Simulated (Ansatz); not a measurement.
## Ir: geometry relaxation

System: Ir (1 atom in the cell).
Method: DFT PBE, scalar-relativistic, plane waves, PAW, no spin polarisation (Ansatz 0.2.0).

The structure derives from an entry of the Crystallography Open Database. Figures and captions count atoms from 1; the log counts them from 0 in places.

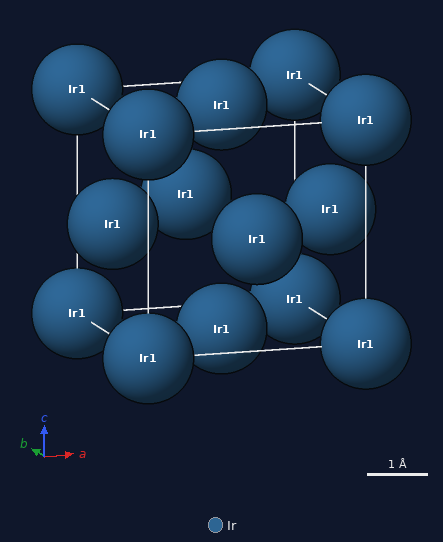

The starting structure (spheres-only view of the cell 4 times as large as that of the calculation, set on its symmetry axes, seen slightly off an axis; atoms are numbered from 1 in the order of the input). An atom can appear more than once, as a periodic image.

**The input**
```yaml
crystal:
  lattice:
    - [0.0, 1.9156, 1.9156]
    - [1.9156, 0.0, 1.9156]
    - [1.9156, 1.9156, 0.0]
  atoms:
    - { symbol: Ir, position: [0.0, 0.0, 0.0] }
basis:
  ecutwfc: 420
kpoints:
  mp_grid: { grid: [8, 8, 8] }
hamiltonian:
  xc: pbe
scf:
  occupations: { method: gaussian, width: 0.1 }
output:
  forces: true
  stress: true
  eigenvalues: true
relax:
  adjacent_minimum: "off"
  f_tol: 0.05
  max_steps: 80
  cell: { stress_tol: 0.5 }
```

Machine: 4 threads of AMD EPYC (Zen 5), 32 GiB of memory available, shared host.

Run as:
```bash
ansatz run input.yaml --threads 4 --pin off --max-ram 11264MiB --backend cpu --events-out ev --progress --plain --runs-dir out
```

**The program's output**
```
Engine: ansatz 0.2.0, x86_64-unknown-linux-gnu
Pseudopotentials: kind: paw
Pseudopotential: Ir, paw, valence charge 17, recommended cutoff 420 eV (normal), Ir.paw.azcp
Functional definition: PBE
  parameter kappa = 0.804
  parameter beta = 0.06672455060314922
  exchange = pbe_x(kappa = kappa, mu = beta*pi^2/3)
  correlation = pbe_c(beta = beta)
Crystal: 1 atoms, lattice volume = 14.059 Å³
Basis set: ecut = 420 eV, 283 PW (Γ), exchange–correlation on 40×40×40 points (8 copies of the dense FFT grid, shifted against one another)
Bands: 13, of which v1, the nominal top of the filled ones, is band 9 counted from 1 (8 counted from 0)
Symmetry: 48 space group operations
Space group: Fm-3m (ITA 225), of the structure as read, at distance tolerance 2.4e-5 Å
k-points: 29 of 512
Non-local potential: Ir, projectors of the file, l = 0: 3, l = 1: 2, l = 2: 2, l = 3: 1
PAW form: soft (Blöchl's): semilocal exchange-correlation on the pseudo side does not see the compensation charge
PAW one-centre angular grid: Ir, 590 points (default); XC on 64 Gauss nodes
Initial density: superposition of atomic densities (neutral atoms: chi_scale 0, normalization atom), corrected by the library's trained network
Initial wavefunctions: pseudopotential atomic-orbital guess
Functional: x = pbe(κ = 0.804, μ = 0.2195149727645171), c = pbe(β = 0.06672455060314922)
SCF iter   1: F=—  HF=-11935.220910 eV  |F-HF|=—  |Δ(HF+E_count)|=         —  Δρ=7.44e-3  dr2=1.39e-3  ethr=1.77e-3  ⟨swp⟩=5.0  Hψ=1922  notcnv=0
preconditioner: auto → none  [metal: Δε(μ)=0.069 eV  Ē_g=14.285 eV  σ=0.100 eV  W_gap=0.37  n_scr=0 (ndim 8)  ℏωp=29.7 eV  f_vac=0.000  D(μ)=1.67/eV (n_scr^D=14)]
SCF iter   2: F=—  HF=-11935.221195 eV  |F-HF|=—  |Δ(HF+E_count)|=   2.85e-4  Δρ=3.46e-3  dr2=2.79e-4  ethr=8.18e-6  ⟨swp⟩=2.0  Hψ=692  notcnv=0
SCF iter   3: F=—  HF=-11935.221427 eV  |F-HF|=—  |Δ(HF+E_count)|=   2.32e-4  Δρ=7.24e-4  dr2=4.71e-5  ethr=1.64e-6  ⟨swp⟩=2.2  Hψ=507  notcnv=0
SCF iter   4: F=—  HF=-11935.221415 eV  |F-HF|=—  |Δ(HF+E_count)|=   1.20e-5  Δρ=1.28e-4  dr2=1.01e-6  ethr=2.77e-7  ⟨swp⟩=2.3  Hψ=528  notcnv=0
iter 5 did not close the SCF: its close was put off for the readings that it lacked (scf_convergence_deferred on its scf_iter line)
SCF iter   5: F=-11935.221415 eV  HF=-11935.221415 eV  |F-HF|=1.39e-9  |Δ(HF+E_count)|=   4.20e-7  Δρ=1.89e-5  dr2=2.06e-8  ethr=5.94e-9  ⟨swp⟩=2.0  Hψ=495  notcnv=0
SCF iter   6: F=-11935.221415 eV  HF=-11935.221415 eV  |F-HF|=2.35e-9  |Δ(HF+E_count)|=   7.26e-9  Δρ=6.04e-6  dr2=3.78e-9  ethr=1.21e-10  ⟨swp⟩=2.9  Hψ=1270  notcnv=0
SCF 1 converged in 6 iterations: F = -11935.221415 eV  dr2 = 3.78e-9
  greatest PAW one-centre occupation: 1.000 electrons in one spin orbital (limit 2), on the Ir atom at site 0 (counted from 0), in its partial waves of l = 0
relax step   1: F+E_penalty+E_count = -11935.22141513 eV  Δ(F+E_penalty+E_count) = +0.000e0 eV  max|allowed force component| = 0.000e0 eV/Å  Δτ_max = 0.0000 Å  P = +13.023 GPa  Ω = 14.059 Å³  (6 SCF iters, dr2 threshold 1.00e-7 eV, accepted)
Crystal: 1 atoms, lattice volume = 15.423 Å³
Basis set: ecut = 420 eV, 307 PW (Γ), exchange–correlation on 40×40×40 points (8 copies of the dense FFT grid, shifted against one another)
Initial density: handed on by an earlier stage of this run
Initial wavefunctions: those handed on with the density
iter 1 solved again at ethr=1.09e-5 eV; its pass at ethr=3.10e-3 eV (dr2=1.85e-3 eV) is discarded
SCF iter   1: F=—  HF=-11935.190894 eV  |F-HF|=—  |Δ(HF+E_count)|=         —  Δρ=4.44e-3  dr2=1.89e-3  ethr=1.09e-5  ⟨swp⟩=1.1  Hψ=2601  notcnv=0
preconditioner: auto → none  [metal: Δε(μ)=0.057 eV  Ē_g=13.212 eV  σ=0.100 eV  W_gap=0.31  n_scr=8 (ndim 8)  ℏωp=28.4 eV  f_vac=0.000  D(μ)=1.92/eV (n_scr^D=26)]
SCF iter   2: F=—  HF=-11935.190657 eV  |F-HF|=—  |Δ(HF+E_count)|=   2.37e-4  Δρ=1.89e-3  dr2=1.45e-4  ethr=1.09e-5  ⟨swp⟩=2.1  Hψ=504  notcnv=0
SCF iter   3: F=—  HF=-11935.190714 eV  |F-HF|=—  |Δ(HF+E_count)|=   5.68e-5  Δρ=8.67e-4  dr2=2.98e-5  ethr=8.53e-7  ⟨swp⟩=1.9  Hψ=536  notcnv=0
SCF iter   4: F=—  HF=-11935.190739 eV  |F-HF|=—  |Δ(HF+E_count)|=   2.47e-5  Δρ=3.52e-5  dr2=6.78e-8  ethr=5.88e-10  ⟨swp⟩=4.9  Hψ=1983  notcnv=0
SCF iter   5: F=-11935.190739 eV  HF=-11935.190739 eV  |F-HF|=3.64e-12  |Δ(HF+E_count)|=   2.18e-8  Δρ=1.67e-6  dr2=1.04e-10  ethr=3.99e-10  ⟨swp⟩=1.7  Hψ=1185  notcnv=0
SCF 2 converged in 5 iterations: F = -11935.190739 eV  dr2 = 1.04e-10
relax step   2: F+E_penalty+E_count = -11935.19073873 eV  Δ(F+E_penalty+E_count) = +3.068e-2 eV  max|allowed force component| = 0.000e0 eV/Å  Δτ_max = 0.0000 Å  P = -17.202 GPa  Ω = 15.423 Å³  energy of the carried Pulay correction = -7.279e-4 eV  (5 SCF iters, dr2 threshold 1.00e-7 eV, rejected (line search))
Crystal: 1 atoms, lattice volume = 14.616 Å³
iter 1 solved again at ethr=5.14e-6 eV; its pass at ethr=3.10e-3 eV (dr2=8.73e-4 eV) is discarded
SCF iter   1: F=—  HF=-11935.240408 eV  |F-HF|=—  |Δ(HF+E_count)|=         —  Δρ=2.68e-3  dr2=6.63e-4  ethr=5.14e-6  ⟨swp⟩=1.1  Hψ=2608  notcnv=0
preconditioner: auto → none  [metal: Δε(μ)=0.063 eV  Ē_g=13.817 eV  σ=0.100 eV  W_gap=0.34  n_scr=0 (ndim 8)  ℏωp=29.1 eV  f_vac=0.000  D(μ)=1.81/eV (n_scr^D=26)]
SCF iter   2: F=—  HF=-11935.240287 eV  |F-HF|=—  |Δ(HF+E_count)|=   1.21e-4  Δρ=1.08e-3  dr2=4.25e-5  ethr=3.90e-6  ⟨swp⟩=2.1  Hψ=504  notcnv=0
SCF iter   3: F=—  HF=-11935.240297 eV  |F-HF|=—  |Δ(HF+E_count)|=   1.01e-5  Δρ=4.97e-4  dr2=8.82e-6  ethr=2.50e-7  ⟨swp⟩=1.3  Hψ=444  notcnv=0
SCF iter   4: F=—  HF=-11935.240313 eV  |F-HF|=—  |Δ(HF+E_count)|=   1.60e-5  Δρ=1.82e-5  dr2=1.83e-8  ethr=5.19e-8  ⟨swp⟩=1.8  Hψ=441  notcnv=0
SCF iter   5: F=—  HF=-11935.240310 eV  |F-HF|=—  |Δ(HF+E_count)|=   2.89e-6  Δρ=1.95e-6  dr2=2.02e-10  ethr=5.88e-12  ⟨swp⟩=5.0  Hψ=1424  notcnv=0
SCF iter   6: F=-11935.240310 eV  HF=-11935.240310 eV  |F-HF|=1.82e-12  |Δ(HF+E_count)|=  5.28e-11  Δρ=1.22e-7  dr2=8.14e-13  ethr=1.19e-12  ⟨swp⟩=1.5  Hψ=1135  notcnv=0
SCF 3 converged in 6 iterations: F = -11935.240310 eV  dr2 = 8.14e-13
relax step   3: F+E_penalty+E_count = -11935.24030980 eV  Δ(F+E_penalty+E_count) = -1.889e-2 eV  max|allowed force component| = 0.000e0 eV/Å  Δτ_max = 0.0000 Å  P = -1.420 GPa  Ω = 14.616 Å³  energy of the carried Pulay correction = -3.055e-4 eV  (6 SCF iters, accepted)
Crystal: 1 atoms, lattice volume = 14.559 Å³
iter 1 solved again at ethr=1.41e-8 eV; its pass at ethr=3.10e-3 eV (dr2=2.40e-6 eV) is discarded
SCF iter   1: F=—  HF=-11935.240611 eV  |F-HF|=—  |Δ(HF+E_count)|=         —  Δρ=1.83e-4  dr2=2.81e-6  ethr=1.41e-8  ⟨swp⟩=2.1  Hψ=2396  notcnv=0
preconditioner: auto → none  [metal: Δε(μ)=0.063 eV  Ē_g=13.867 eV  σ=0.100 eV  W_gap=0.34  n_scr=0 (ndim 8)  ℏωp=29.2 eV  f_vac=0.000  D(μ)=1.79/eV (n_scr^D=26)]
SCF iter   2: F=—  HF=-11935.240610 eV  |F-HF|=—  |Δ(HF+E_count)|=   7.09e-7  Δρ=7.88e-5  dr2=2.24e-7  ethr=1.41e-8  ⟨swp⟩=2.1  Hψ=519  notcnv=0
SCF iter   3: F=-11935.240610 eV  HF=-11935.240610 eV  |F-HF|=3.31e-8  |Δ(HF+E_count)|=   1.08e-7  Δρ=3.48e-5  dr2=4.34e-8  ethr=5.88e-10  ⟨swp⟩=4.1  Hψ=1189  notcnv=0
SCF 4 converged in 3 iterations: F = -11935.240610 eV  dr2 = 4.34e-8
relax step   4: F+E_penalty+E_count = -11935.24061006 eV  Δ(F+E_penalty+E_count) = -3.003e-4 eV  max|allowed force component| = 0.000e0 eV/Å  Δτ_max = 0.0000 Å  P = -0.097 GPa  Ω = 14.559 Å³  energy of the carried Pulay correction = -2.750e-4 eV  (3 SCF iters, dr2 threshold 1.00e-7 eV, accepted)
Initial wavefunctions: pseudopotential atomic-orbital guess (no wavefunctions were taken with the density)
iter 1 solved again at ethr=6.59e-8 eV; its pass at ethr=3.10e-3 eV (dr2=1.12e-5 eV) is discarded
SCF iter   1: F=—  HF=-11935.240800 eV  |F-HF|=—  |Δ(HF+E_count)|=         —  Δρ=3.86e-4  dr2=6.91e-7  ethr=6.59e-8  ⟨swp⟩=3.1  Hψ=2865  notcnv=0
SCF iter   2: F=—  HF=-11935.240823 eV  |F-HF|=—  |Δ(HF+E_count)|=   2.34e-5  Δρ=1.92e-4  dr2=1.61e-7  ethr=4.06e-9  ⟨swp⟩=1.2  Hψ=413  notcnv=0
SCF iter   3: F=—  HF=-11935.240832 eV  |F-HF|=—  |Δ(HF+E_count)|=   9.34e-6  Δρ=1.47e-5  dr2=1.63e-8  ethr=9.47e-10  ⟨swp⟩=2.0  Hψ=601  notcnv=0
SCF iter   4: F=-11935.240832 eV  HF=-11935.240832 eV  |F-HF|=4.06e-10  |Δ(HF+E_count)|=   2.22e-8  Δρ=1.90e-6  dr2=1.03e-10  ethr=5.88e-12  ⟨swp⟩=2.7  Hψ=1401  notcnv=0
SCF 5 converged in 4 iterations: F = -11935.240832 eV  dr2 = 1.03e-10
relax step   5: F+E_penalty+E_count = -11935.24083237 eV  Δ(F+E_penalty+E_count) = -2.223e-4 eV  max|allowed force component| = 0.000e0 eV/Å  Δτ_max = 0.0000 Å  P = -0.129 GPa  Ω = 14.559 Å³  stress off target by 1.29e-1 GPa  SCF on the basis re-selected at this cell (its energy is not comparable with the rows above)  (4 SCF iters)
```

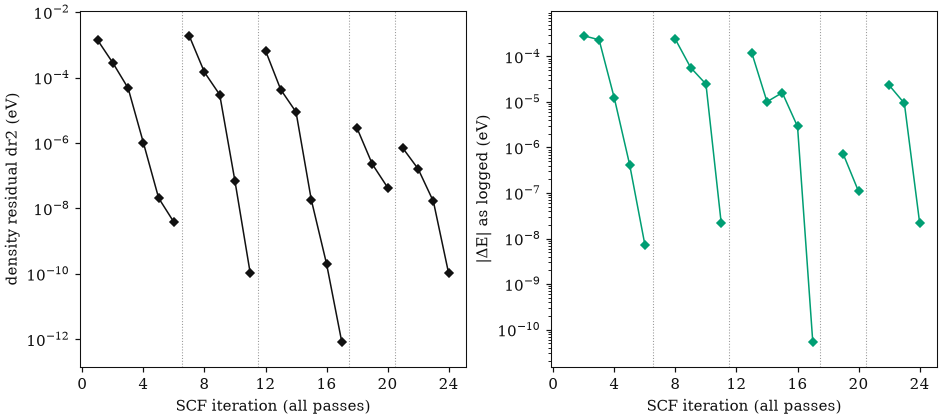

Convergence of the self-consistent field: density residual dr2 and size of the energy change against the SCF iteration. The dotted lines part the SCF passes of the relaxation: geometry steps, rejected trials and re-solves on a re-selected basis. The 5 passes take 3 to 6 iterations each, 24 in all.

```
basis re-selected at this cell: Δ(F+E_penalty+E_count) = -2.223e-4 eV, ΔP = -0.032 GPa vs the last step (what re-selecting the basis moved, of the pressure what is left beyond the Pulay correction that the steps carried, after the strain that the cell walked since its last selection, with what the two solves' SCF thresholds leave and, on support functions, any second-order correction that the steps lacked; it is no measure of the basis error at this ecutwfc). This SCF's stress stands 1.29e-1 GPa from its target on what of the cell is left free (relax.cell.stress_tol is 5.00e-1 GPa) and its largest allowed force component is 0.00e0 eV/Å (relax.f_tol is 5.00e-2 eV/Å): within both
SCF converged after 4 iterations
Free energy (F): -11935.240832 eV
Harris-Foulkes:  -11935.240832 eV  (|F-HF|=4.06e-10)
Internal energy: -11935.231880 eV  (E = F + TS)
E sigma→0 (E₀):  -11935.236356 eV
Entropy (-TS):   -0.008952 eV (-8.952 meV/atom)
Fermi energy:    24.962007 eV
--- Per-component energies (eV) ---
  E_band       = -95.630630
  E_kinetic    = 622.380947
  E_local      = -1096.730862  (includes V_loc(G=0)·N_el)
  E_nonlocal   = 72.552777
  E_hartree    = 418.887692
  E_xc         = -267.773377
  E_vxc        = -299.833863  (∫ρ·V_xc dr)
  E_paw        = -9223.338446  (= ΣΔE_a)
  E_vpaw       = -231.775130  (= ΣTr[D̂ρ^β])
  E_aug_tail   = 0.000054  (compensation charges beyond the density's cutoff)
  E_ewald      = -2461.210666
  E_smearing   = -0.008952  (= −TS)
  E_closure    = 0.000000  (closes the sum)
  Σ components = -11935.240832   (vs F -11935.240832, Δ=0.00e0)
--- Forces (eV/Å), atoms counted from 1 ---
  atom   1  Ir    -0.00000000    -0.00000000    -0.00000000
  max |Σ_I F_I| component: 3.70e-32 eV/Å
--- Stress (GPa, compression-positive) ---
       -0.129275      -0.000000      -0.000000
       -0.000000      -0.129275      -0.000000
       -0.000000      -0.000000      -0.129275
  P = ⅓ Tr σ = -0.1293 GPa (-1.293 kbar)
--- Band table (eV; the first three rows and the last of 29) ---
  k-point 0: bands = ["-67.8704", "-24.3827", "-24.3827", "-24.3827", "14.0867", "21.1869", "21.1869", "21.1869", "23.7718", "23.7718", "38.5781", "43.9526", "43.9526"]
  k-point 1: bands = ["-67.8620", "-24.4905", "-24.3976", "-24.3976", "14.7427", "20.8781", "21.4401", "21.4401", "23.6354", "23.6354", "39.6419", "41.6274", "45.0395"]
  k-point 2: bands = ["-67.8416", "-24.7458", "-24.4335", "-24.4335", "16.2533", "20.6863", "21.6144", "21.6144", "23.9446", "23.9446", "38.2838", "41.0182", "47.7732"]
  k-point 28: bands = ["-67.7937", "-24.8544", "-24.8544", "-24.6545", "18.9153", "20.2244", "20.2244", "23.1927", "26.3302", "32.8088", "33.7381", "33.7381", "37.9002"]
--- Relaxed structure (4 steps of the walk, 3 accepted, 1 SCFs on fresh bases) ---
  F+E_penalty+E_count = -11935.24083237 eV   max|allowed force component| = 0.000e0 eV/Å   (the final SCF, on the basis selected at the relaxed cell)
  cell:  # Å, volume = 14.5590 Å³
    - [2.038148813158236e-34, 1.9380596430291752, 1.9380596430291752]
    - [1.9380596430291752, 5.541217085773954e-34, 1.9380596430291752]
    - [1.9380596430291752, 1.9380596430291752, 1.4649194594574818e-34]
  atoms:
    - { symbol: Ir, position: [0.0, 0.0, 0.0] }
```

**Trajectory as extended XYZ (Å, eV, eV/Å), 5 frames, from step=1 to step=5**
```
1
Lattice="0.0000 1.9156 1.9156 1.9156 0.0000 1.9156 1.9156 1.9156 0.0000" Properties=species:S:1:pos:R:3:forces:R:3 step=1 energy=-11935.22141 pressure_GPa=13.02
Ir    0.0000    0.0000    0.0000    0.0000   0.0000   0.0000
1
Lattice="0.0000 1.9757 1.9757 1.9757 0.0000 1.9757 1.9757 1.9757 0.0000" Properties=species:S:1:pos:R:3:forces:R:3 step=2 energy=-11935.19074 pressure_GPa=-17.20 accepted=F
Ir    0.0000    0.0000    0.0000    0.0000   0.0000   0.0000
1
Lattice="0.0000 1.9406 1.9406 1.9406 0.0000 1.9406 1.9406 1.9406 0.0000" Properties=species:S:1:pos:R:3:forces:R:3 step=3 energy=-11935.24031 pressure_GPa=-1.42
Ir    0.0000    0.0000    0.0000    0.0000   0.0000   0.0000
1
Lattice="0.0000 1.9381 1.9381 1.9381 0.0000 1.9381 1.9381 1.9381 0.0000" Properties=species:S:1:pos:R:3:forces:R:3 step=4 energy=-11935.24061 pressure_GPa=-0.10
Ir    0.0000    0.0000    0.0000    0.0000   0.0000   0.0000
1
Lattice="0.0000 1.9381 1.9381 1.9381 0.0000 1.9381 1.9381 1.9381 0.0000" Properties=species:S:1:pos:R:3:forces:R:3 step=5 energy=-11935.24083 pressure_GPa=-0.13
Ir    0.0000    0.0000    0.0000    0.0000   0.0000   0.0000
```

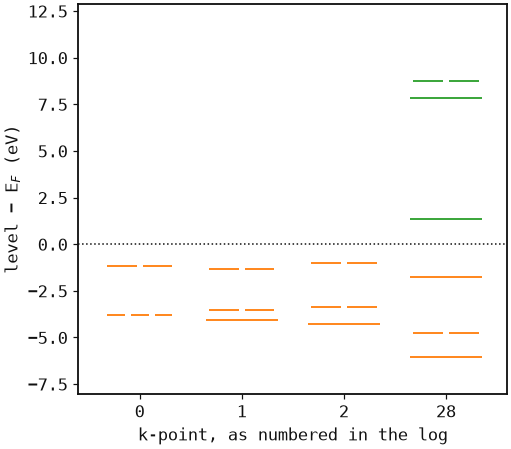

Kohn–Sham levels near the Fermi level (dotted) at the few k-points that the log prints; levels within 0.02 eV of each other stand side by side. The system is metallic on the full mesh.

**Summary**

| quantity | value |
| --- | --- |
| outcome | converged |
| space group (tolerance 0.01 Å) | Fm-3m (225) |
| electrons treated | 17 |
| free energy | −11935.2408 eV |
| Fermi energy | 24.962 eV |
| gap on the k-point mesh | none (metallic) |
| pressure | −0.13 GPa |
| final volume | 14.56 Å³ |
| largest force (length of the vector) at the end | under 0.001 eV/Å |
| final cell | a = 2.741 Å, b = 2.741 Å, c = 2.741 Å, α = 60.00°, β = 60.00°, γ = 60.00° |
| wall time | 0.56 s (CPU time 1.4 s) |
| peak memory | 0.34 GiB |

Spin–orbit coupling is left out, which matters for Ir.
